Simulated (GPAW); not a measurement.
# N K-edge XANES of AlN (P6_3mc), part 3 of 4

How does the N K edge of AlN (P6_3mc) move when the bonds are compressed or stretched?

GPAW 26.7.0; X-ray absorption from dipole matrix elements to empty bands, plane-wave PAW PBE.

So far. Step 4 (Spectrum with FCH, N atom 3): The hole costs E(hole) − E(ground) = 396.31 eV, and the lowest empty level of the hole cell on the spectrum's mesh lies at 9.78 eV, which puts the zero at 406.09 eV. One term is added: -7.82 eV, since the hole is spin-paired here and a spin-polarised one costs that much less in the free atom (computed apart). The photon energy is then 398.27 eV. The functional and the charged cell's background leave an error of a few eV in such absolute values.

The database entry behind the starting cell differs from later determinations by our own check (inner coordinate u about 0.002 short), so it need not match the best structure at ambient conditions.

### Step 7. Reference energy of the supercell

Level of this step: plane-wave PAW DFT, PBE, self-consistent field (GPAW).

The cell changes for the next run, so it gets a reference energy of its own.

The cell differs from the one that the last finished run ended in (a 5.754 → 5.814 Å, b 5.754 → 5.814 Å, c 6.099 → 6.163 Å).

scf.py

```python
import numpy as np
from ase import Atoms
from ase.parallel import parprint, paropen
from gpaw import GPAW, PW, FermiDirac, Mixer, MixerDif, setup_paths
from gpaw.test import gen
setup_paths.insert(0, '.')
gen('N', name='nch1s', xcname='PBE', corehole=(1, 0, 0), write_xml=True)
from gpaw.mpi import world
world.barrier()

atoms = Atoms('Al8N8',
    cell=[[-1.5407767, -2.66870353, -4.93068343],
     [1.5407767, 2.66870353, -4.93068343],
     [6.16310681, 0, 0]],
    scaled_positions=[[0.58333333, 0.91666667, 0.16666667],
     [0.08333333, 0.41666667, 0.16666667],
     [0.58333333, 0.91666667, 0.66666667],
     [0.08333333, 0.41666667, 0.66666667],
     [0.66666667, 0.33333333, 0.83333333],
     [0.16666667, 0.83333333, 0.83333333],
     [0.66666667, 0.33333333, 0.33333333],
     [0.16666667, 0.83333333, 0.33333333],
     [0.39333333, 0.72666667, 0.16666667],
     [0.89333333, 0.22666667, 0.16666667],
     [0.39333333, 0.72666667, 0.66666667],
     [0.89333333, 0.22666667, 0.66666667],
     [0.47666667, 0.14333333, 0.83333333],
     [0.97666667, 0.64333333, 0.83333333],
     [0.47666667, 0.14333333, 0.33333333],
     [0.97666667, 0.64333333, 0.33333333]],
    pbc=True)
atoms.calc = calc = GPAW(legacy_gpaw=True, mode=PW(500, force_complex_dtype=True), xc='PBE', setups={8: 'nch1s'},
    kpts={'size': (4, 4, 4), 'gamma': True}, occupations=FermiDirac(0.02),
    charge=0, mixer=Mixer(0.1, 5, 50), maxiter=150,
    convergence={'density': 0.0001, 'eigenstates': 1e-6}, txt='scf.txt')
energy = atoms.get_potential_energy() + calc.get_reference_energy()
ef = calc.get_fermi_level()
out = dict(energy=energy, fermi=ef, forces=atoms.get_forces().tolist())
parprint(f'all-electron energy {energy:.4f} eV, Fermi level {ef:.4f} eV')
ev = np.array([[calc.get_eigenvalues(k, s) for k in range(len(calc.get_ibz_k_points()))] for s in range(calc.get_number_of_spins())])
out['homo'], out['lumo'], out['counts'] = ev[ev < ef].max(), ev[ev > ef].min(), sorted(set((ev < ef).sum((0, 2)).tolist()))
out['filled'] = (ev[:, 0] < ef).sum(1).tolist()
import json
with paropen('out.json', 'w') as f:
    json.dump(out, f)
```

Started as:

```bash
$ OMP_NUM_THREADS=1 mpirun -n 4 gpaw python scf.py
```

Numbers of over 12 decimals in the logs are rounded to 6 here.

Log:

```text
Input parameters:
  convergence: {density: 0.0001,
                eigenstates: 1e-06}
  kpts: {gamma: True,
         size: (4, 4, 4)}
  maxiter: 150
  mixer: {backend: pulay,
          beta: 0.1,
          method: separate,
          nmaxold: 5,
          weight: 50}
  mode: {ecut: 500.0,
         force_complex_dtype: True,
         name: pw}
  occupations: {fixmagmom: False,
                name: fermi-dirac,
[...]
--------------------------------
2s(2) :    -0.682897     1.073459
*s    :     0.317103
2p(3) :    -0.260504     0.953429
*p    :     0.739496
*d    :     0.000000
--------------------------------

Diagonalizing with gridspacing h=0.050

state   all-electron     PAW
-------------------------------
2s:      -0.682897    -0.683965
2p:      -0.260504    -0.262602
*d:                    0.047814
*f:                    0.075943
-------------------------------
all-electron energy -64794.9432 eV, Fermi level 7.2396 eV
[key lines of the parts left out:]
Converged after 13 iterations.
Dipole moment: (2.707650, 4.689825, -13.032231) |e|*Ang
Free energy:   -113.784955
Fermi level: 7.23960
```

Wall time 27 s (4 MPI ranks of AMD EPYC 9R14 (Zen 4), shared host); peak memory 0.3 GiB; 1.8 min of CPU time.

Reference energy: -64794.943 eV with the cores included.

### Step 8. Spectrum with FCH, N atom 3

Shorter bonds are expected to push antibonding states and scattering resonances up, and longer ones down; the cell is scaled to test that.

Changed against the first core-hole run: volume scale from 1 to 0.97.

xas.py

```python
import numpy as np
from ase import Atoms
from ase.parallel import parprint, paropen
from gpaw import GPAW, PW, FermiDirac, Mixer, MixerDif, setup_paths
from gpaw.test import gen
setup_paths.insert(0, '.')
gen('N', name='fch1s', xcname='PBE', corehole=(1, 0, 1), write_xml=True)
from gpaw.mpi import world
world.barrier()

atoms = Atoms('Al8N8',
    cell=[[-1.5407767, -2.66870353, -4.93068343],
     [1.5407767, 2.66870353, -4.93068343],
     [6.16310681, 0, 0]],
    scaled_positions=[[0.58333333, 0.91666667, 0.16666667],
     [0.08333333, 0.41666667, 0.16666667],
     [0.58333333, 0.91666667, 0.66666667],
     [0.08333333, 0.41666667, 0.66666667],
     [0.66666667, 0.33333333, 0.83333333],
     [0.16666667, 0.83333333, 0.83333333],
     [0.66666667, 0.33333333, 0.33333333],
     [0.16666667, 0.83333333, 0.33333333],
     [0.39333333, 0.72666667, 0.16666667],
     [0.89333333, 0.22666667, 0.16666667],
     [0.39333333, 0.72666667, 0.66666667],
     [0.89333333, 0.22666667, 0.66666667],
     [0.47666667, 0.14333333, 0.83333333],
     [0.97666667, 0.64333333, 0.83333333],
     [0.47666667, 0.14333333, 0.33333333],
     [0.97666667, 0.64333333, 0.33333333]],
    pbc=True)
atoms.calc = calc = GPAW(legacy_gpaw=True, mode=PW(500, force_complex_dtype=True), xc='PBE', setups={8: 'fch1s'},
    kpts={'size': (4, 4, 4), 'gamma': True}, occupations=FermiDirac(0.02),
    charge=0, mixer=Mixer(0.1, 5, 50), maxiter=150,
    convergence={'density': 0.0001, 'eigenstates': 1e-6}, txt='scf.txt')
energy = atoms.get_potential_energy() + calc.get_reference_energy()
ef = calc.get_fermi_level()
out = dict(energy=energy, fermi=ef, forces=atoms.get_forces().tolist())
parprint(f'all-electron energy {energy:.4f} eV, Fermi level {ef:.4f} eV')
ev = np.array([[calc.get_eigenvalues(k, s) for k in range(len(calc.get_ibz_k_points()))] for s in range(calc.get_number_of_spins())])
out['homo'], out['lumo'], out['counts'] = ev[ev < ef].max(), ev[ev > ef].min(), sorted(set((ev < ef).sum((0, 2)).tolist()))
out['filled'] = (ev[:, 0] < ef).sum(1).tolist()

from ase.units import Ha
from gpaw.xas import dipole_matrix_elements
nb = int(calc.get_number_of_electrons() / 2) + 99
top, nb = nb, nb + 8 + nb // 12
nscf = calc.fixed_density(kpts={'size': (5, 5, 5), 'gamma': True}, nbands=nb,
    convergence={'bands': top, 'eigenstates': 5e-3}, maxiter=60, txt='nscf.txt')
cell = atoms.cell.array
ops = [cell.T @ U.T @ np.linalg.inv(cell.T) for U in nscf.wfs.kd.symmetry.op_scc]
filled = [32]  # bands filled in the ground state, by spin
E = np.arange(-6, 34, 0.1)
fwhm = np.interp(E, [4, 25], [0.9, 3.5])
Y, X, zero, highest = 0, 0, 1e9, 1e9
for spin in range(nscf.get_number_of_spins()):
    wfs = nscf.wfs
    mine = wfs.bd.get_slice()  # this rank's bands
    A = dipole_matrix_elements(wfs.setups[8])
    eps = np.zeros((wfs.kd.nibzkpts, nb))
    d = np.zeros((3, A.shape[1], wfs.kd.nibzkpts, nb), complex)
    for kpt in wfs.kpt_u:
        if kpt.s == spin and 8 in kpt.P_ani:
            eps[kpt.k, mine] = kpt.eps_n * Ha
            d[:, :, kpt.k, mine] = (kpt.weight * wfs.nspins / 2) ** 0.5 * np.inner(A, kpt.P_ani[8])
    world.sum(eps)
    world.sum(d)
    T = np.einsum('amkn,bmkn->abkn', d, d.conj()).real
    T = sum(np.einsum('ai,ijkn,bj->abkn', R, T, R) for R in ops) / len(ops)
    empty = np.ones_like(eps, bool) & (np.arange(nb) >= filled[spin])
    zero, highest = min(zero, eps[empty].min()), min(highest, eps[:, top - 1].min())
    lines = [(eps, T, empty)] if spin == 0 else lines + [(eps, T, empty)]
for eps, T, empty in lines:
    f = np.einsum('aakn->akn', T).reshape(3, -1)
    x = eps.ravel() - zero
    w = np.interp(x, E, fwhm) / 2.35482
    g = np.exp(-0.5 * ((E[:, None] - x) / w) ** 2) / (w * (2 * np.pi) ** 0.5)
    Y = Y + (f * empty.ravel()) @ g.T
    X = X + (f * ~empty.ravel()) @ g.T
out.update(E=E.round(2).tolist(), xas=Y.tolist(), xes=X.tolist(), zero=zero, valid=highest - zero, nk=len(eps), nb=nb)
for i in range(0, len(E), 10):
    parprint(f'{E[i]:7.2f}', *(f'{v:10.3e}' for v in Y[:, i]))
import json
with paropen('out.json', 'w') as f:
    json.dump(out, f)
```

Started as:

```bash
$ OMP_NUM_THREADS=1 mpirun -n 4 gpaw python xas.py
```

Log:

```text
Input parameters:
  convergence: {density: 0.0001,
                eigenstates: 1e-06}
  kpts: {gamma: True,
         size: (4, 4, 4)}
  maxiter: 150
  mixer: {backend: pulay,
          beta: 0.1,
          method: separate,
          nmaxold: 5,
          weight: 50}
  mode: {ecut: 500.0,
         force_complex_dtype: True,
         name: pw}
  occupations: {fixmagmom: False,
                name: fermi-dirac,
[...]
*p    :     0.078644
*d    :     0.000000
--------------------------------

Diagonalizing with gridspacing h=0.050

state   all-electron     PAW
-------------------------------
2s:      -1.344151    -1.345632
2p:      -0.921356    -0.925433
*d:                   -0.065555
*f:                   -0.013847
-------------------------------
all-electron energy -64398.9914 eV, Fermi level 6.9542 eV
[...]
32.00  7.110e-05  7.113e-05  5.511e-05
  33.00  5.547e-05  5.565e-05  4.684e-05
[key lines of the parts left out:]
Converged after 17 iterations.
Dipole moment: (2.498319, 5.011146, -13.251049) |e|*Ang
Free energy:   -138.091829
Fermi level: 6.95415
```

Elapsed: 97 s, on 4 MPI ranks; peak memory 0.58 GiB.

```
E (eV)  first run  this run
  -2.0       0.00      0.00
  -1.0       0.00      0.00
   0.0       0.02      0.02
   1.0       0.26      0.34
   2.0       1.48      1.59
   3.0       1.61      1.49
   4.0       1.53      1.47
   5.0       1.92      1.92
   6.0       1.88      1.78
   7.0       1.96      1.87
   8.0       1.65      1.86
   9.0       0.85      0.95
  10.0       0.55      0.53
  11.0       0.64      0.63
  12.0       0.61      0.63
  13.0       0.44      0.47
  14.0       0.40      0.39
  15.0       0.46      0.45
  16.0       0.50      0.48
  17.0       0.66      0.60
  18.0       0.93      0.87
  19.0       1.08      1.07
  20.0       1.11      1.12
  21.0       1.16      1.16
  22.0       1.15      1.18
  23.0       0.99      1.06
  24.0       0.79      0.86
  25.0       0.66      0.70
  26.0       0.67      0.66
  27.0       0.75      0.73
```

Against the first run the r.m.s. difference is 6 %. The highest intensity below 16 eV goes from 7.3 eV (2.04) to 7.5 eV (2.10).

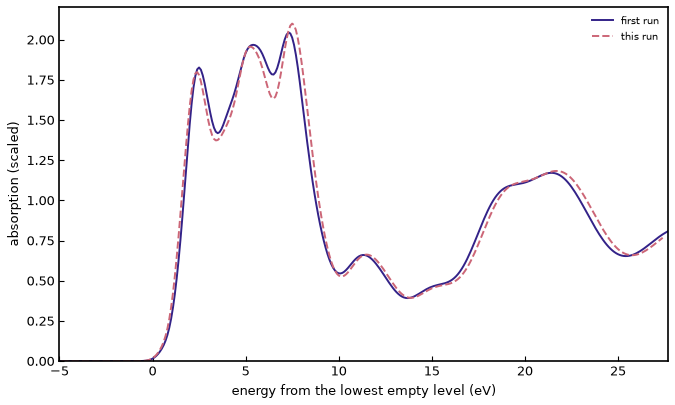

The effect of the change (volume scale from 1 to 0.97).

The photon energy of the zero moves by +0.17 eV.

### Step 9. Supercell without a hole, the energy reference

The cell changes for the next run, so it gets a reference energy of its own.

The cell differs from the one that the last finished run ended in (a 5.814 → 5.932 Å, b 5.814 → 5.932 Å, c 6.163 → 6.288 Å).

Edit scf.py of step 7 so:

```diff
@@ -11,5 +11,5 @@
 atoms = Atoms('Al8N8',
-    cell=[[-1.5407767, -2.66870353, -4.93068343],
-     [1.5407767, 2.66870353, -4.93068343],
-     [6.16310681, 0, 0]],
+    cell=[[-1.57191189, -2.72263126, -5.03032004],
+     [1.57191189, 2.72263126, -5.03032004],
+     [6.28764757, 0, 0]],
     scaled_positions=[[0.58333333, 0.91666667, 0.16666667],
```

Started as:

```bash
$ OMP_NUM_THREADS=1 mpirun -n 4 gpaw python scf.py
```

Log:

```text
Input parameters:
  convergence: {density: 0.0001,
                eigenstates: 1e-06}
  kpts: {gamma: True,
         size: (4, 4, 4)}
  maxiter: 150
  mixer: {backend: pulay,
          beta: 0.1,
          method: separate,
          nmaxold: 5,
          weight: 50}
  mode: {ecut: 500.0,
         force_complex_dtype: True,
         name: pw}
  occupations: {fixmagmom: False,
                name: fermi-dirac,
[...]
--------------------------------
2s(2) :    -0.682897     1.073459
*s    :     0.317103
2p(3) :    -0.260504     0.953429
*p    :     0.739496
*d    :     0.000000
--------------------------------

Diagonalizing with gridspacing h=0.050

state   all-electron     PAW
-------------------------------
2s:      -0.682897    -0.683965
2p:      -0.260504    -0.262602
*d:                    0.047814
*f:                    0.075943
-------------------------------
all-electron energy -64795.2942 eV, Fermi level 6.6790 eV
[key lines of the parts left out:]
Converged after 13 iterations.
Dipole moment: (2.819933, 4.884294, -13.436644) |e|*Ang
Free energy:   -114.135911
Fermi level: 6.67901
```

Wall time 26 s (4 MPI ranks); peak memory 0.31 GiB; 1.7 min of CPU time.

Reference energy: -64795.294 eV with the cores included.

### Step 10. Spectrum with FCH, N atom 3

Shorter bonds are expected to push antibonding states and scattering resonances up, and longer ones down; the cell is scaled to test that.

Changed against the first core-hole run: volume scale from 1 to 1.03.

Edit xas.py of step 8 so:

```diff
@@ -11,5 +11,5 @@
 atoms = Atoms('Al8N8',
-    cell=[[-1.5407767, -2.66870353, -4.93068343],
-     [1.5407767, 2.66870353, -4.93068343],
-     [6.16310681, 0, 0]],
+    cell=[[-1.57191189, -2.72263126, -5.03032004],
+     [1.57191189, 2.72263126, -5.03032004],
+     [6.28764757, 0, 0]],
     scaled_positions=[[0.58333333, 0.91666667, 0.16666667],
@@ -45,3 +45,3 @@
 from gpaw.xas import dipole_matrix_elements
-nb = int(calc.get_number_of_electrons() / 2) + 99
+nb = int(calc.get_number_of_electrons() / 2) + 105
 top, nb = nb, nb + 8 + nb // 12
```

Started as:

```bash
$ OMP_NUM_THREADS=1 mpirun -n 4 gpaw python xas.py
```

Log:

```text
Input parameters:
  convergence: {density: 0.0001,
                eigenstates: 1e-06}
  kpts: {gamma: True,
         size: (4, 4, 4)}
  maxiter: 150
  mixer: {backend: pulay,
          beta: 0.1,
          method: separate,
          nmaxold: 5,
          weight: 50}
  mode: {ecut: 500.0,
         force_complex_dtype: True,
         name: pw}
  occupations: {fixmagmom: False,
                name: fermi-dirac,
[...]
*p    :     0.078644
*d    :     0.000000
--------------------------------

Diagonalizing with gridspacing h=0.050

state   all-electron     PAW
-------------------------------
2s:      -1.344151    -1.345632
2p:      -0.921356    -0.925433
*d:                   -0.065555
*f:                   -0.013847
-------------------------------
all-electron energy -64398.6352 eV, Fermi level 6.3912 eV
[...]
32.00  6.420e-05  6.421e-05  5.220e-05
  33.00  5.305e-05  5.320e-05  4.648e-05
[key lines of the parts left out:]
Converged after 16 iterations.
Dipole moment: (2.623705, 5.209342, -13.658727) |e|*Ang
Free energy:   -137.735713
Fermi level: 6.39115
```

The job ended after 1.9 min (4 MPI ranks; peak memory 0.61 GiB).

```
E (eV)  first run  this run
  -2.0       0.00      0.00
  -1.0       0.00      0.00
   0.0       0.02      0.01
   1.0       0.26      0.22
   2.0       1.48      1.34
   3.0       1.61      1.71
   4.0       1.53      1.59
   5.0       1.92      1.92
   6.0       1.88      1.99
   7.0       1.96      2.00
   8.0       1.65      1.46
   9.0       0.85      0.79
  10.0       0.55      0.57
  11.0       0.64      0.66
  12.0       0.61      0.58
  13.0       0.44      0.42
  14.0       0.40      0.41
  15.0       0.46      0.47
  16.0       0.50      0.52
  17.0       0.66      0.72
  18.0       0.93      0.98
  19.0       1.08      1.08
  20.0       1.11      1.11
  21.0       1.16      1.16
  22.0       1.15      1.11
  23.0       0.99      0.92
  24.0       0.79      0.73
  25.0       0.66      0.65
  26.0       0.67      0.69
  27.0       0.75      0.77
```

Against the first run the r.m.s. difference is 6 %. The highest intensity below 16 eV goes from 7.3 eV (2.04) to 7.1 eV (2.01).

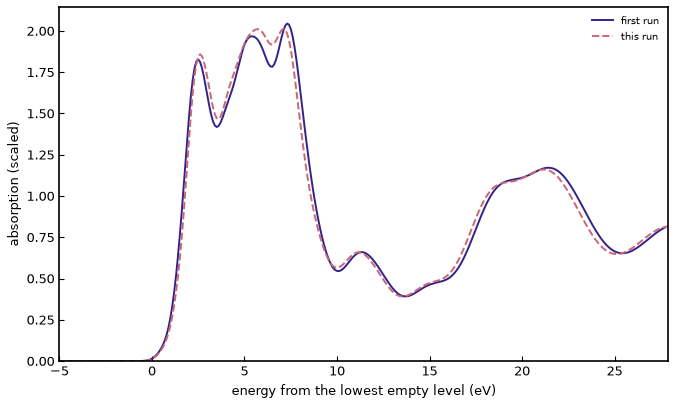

The effect of the change (volume scale from 1 to 1.03).

The photon energy of the zero moves by -0.16 eV.

### Step 11. Reference energy of the supercell

The cell changes for the next run, so it gets a reference energy of its own.

The cell differs from the one that the last finished run ended in (a 5.932 → 5.989 Å, b 5.932 → 5.989 Å, c 6.288 → 6.348 Å).

Edit scf.py of step 9 so:

```diff
@@ -11,5 +11,5 @@
 atoms = Atoms('Al8N8',
-    cell=[[-1.57191189, -2.72263126, -5.03032004],
-     [1.57191189, 2.72263126, -5.03032004],
-     [6.28764757, 0, 0]],
+    cell=[[-1.58702736, -2.74881202, -5.07869147],
+     [1.58702736, 2.74881202, -5.07869147],
+     [6.34810943, 0, 0]],
     scaled_positions=[[0.58333333, 0.91666667, 0.16666667],
```

Started as:

```bash
$ OMP_NUM_THREADS=1 mpirun -n 4 gpaw python scf.py
```

Log:

```text
Input parameters:
  convergence: {density: 0.0001,
                eigenstates: 1e-06}
  kpts: {gamma: True,
         size: (4, 4, 4)}
  maxiter: 150
  mixer: {backend: pulay,
          beta: 0.1,
          method: separate,
          nmaxold: 5,
          weight: 50}
  mode: {ecut: 500.0,
         force_complex_dtype: True,
         name: pw}
  occupations: {fixmagmom: False,
                name: fermi-dirac,
[...]
--------------------------------
2s(2) :    -0.682897     1.073459
*s    :     0.317103
2p(3) :    -0.260504     0.953429
*p    :     0.739496
*d    :     0.000000
--------------------------------

Diagonalizing with gridspacing h=0.050

state   all-electron     PAW
-------------------------------
2s:      -0.682897    -0.683965
2p:      -0.260504    -0.262602
*d:                    0.047814
*f:                    0.075943
-------------------------------
all-electron energy -64795.1901 eV, Fermi level 6.3963 eV
[key lines of the parts left out:]
Converged after 14 iterations.
Dipole moment: (2.873087, 4.976428, -13.632288) |e|*Ang
Free energy:   -114.031849
Fermi level: 6.39635
```

It took 30 s on 4 MPI ranks; peak memory 0.31 GiB; 1.9 min of CPU time.

Reference energy: -64795.190 eV with the cores included.

[end of part 3 of 4]

[Banner, clock and machine lines of the logs are left out without a mark of their own.]

[Logs are printed without paths, hosts, clocks, repeated set-up lines and the standing remarks that a program may print on its own settings, such as how far it seeks lower states.]

[Hosts, paths, dates, database ids (printed as entryN), source tags and the programs' standing remarks are cut or masked in the printed files.]

[Lists of maxima count a maximum above −3 eV only where it reaches 4 % of the highest in the window and stands out from its surroundings by 2 % of it (1.5 % where it reaches 55 %); shoulders and weaker maxima are passed over, and of the rest the first, up to two pre-edge ones and the few strongest are named.]
